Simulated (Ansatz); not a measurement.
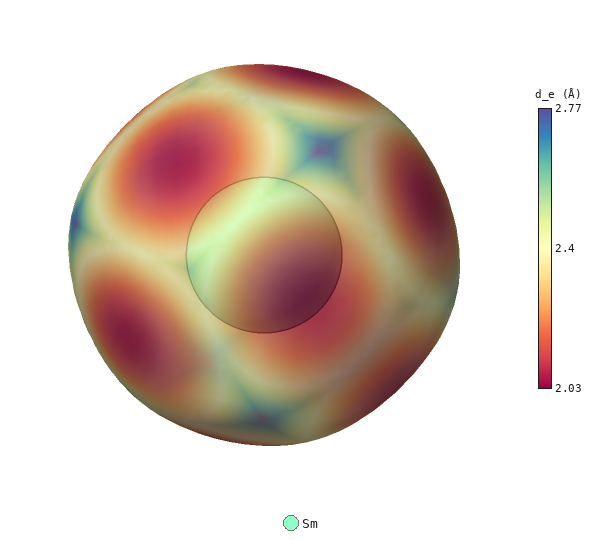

Hirshfeld surface computed for one Sm atom in Sm in space group Fm-3m, coloured by d_e.

The surface is where the fragment's share of the procrystal density (the sum of the densities of spherically averaged neutral Hartree-Fock atoms) equals one half. d_i and d_e are the distances from the surface to the nearest nucleus inside and outside. From Rb on the atoms have core potentials, so only their outer electrons count.

Source of the atomic positions: the input geometry of an electronic-structure calculation (not necessarily at equilibrium); the starting structure was generated, so it need not be a known form of this composition.

```
Sm
1.0
     5.35965    0.00000    0.00000
     0.00000    5.35965    0.00000
     0.00000    0.00000    5.35965
Sm
4
Direct
  0.00000 0.00000 0.00000
  0.00000 0.50000 0.50000
  0.50000 0.00000 0.50000
  0.50000 0.50000 0.00000
```

What is the shortest distance from the fragment to an atom outside it?

Answer. Sm–Sm, 3.79 Å.

How is the surface shared among contacts (nearest atom inside ··· nearest atom outside)?

Answer. Sm···Sm 100 %. The surface faces 12 neighbours with more than 2 % of its area each: 12 Sm.

Give the size and shape of the surface.

Answer. It encloses about 24.4 Å³, has an area of about 41 Å² and a globularity of 1.00 (1 for a sphere).
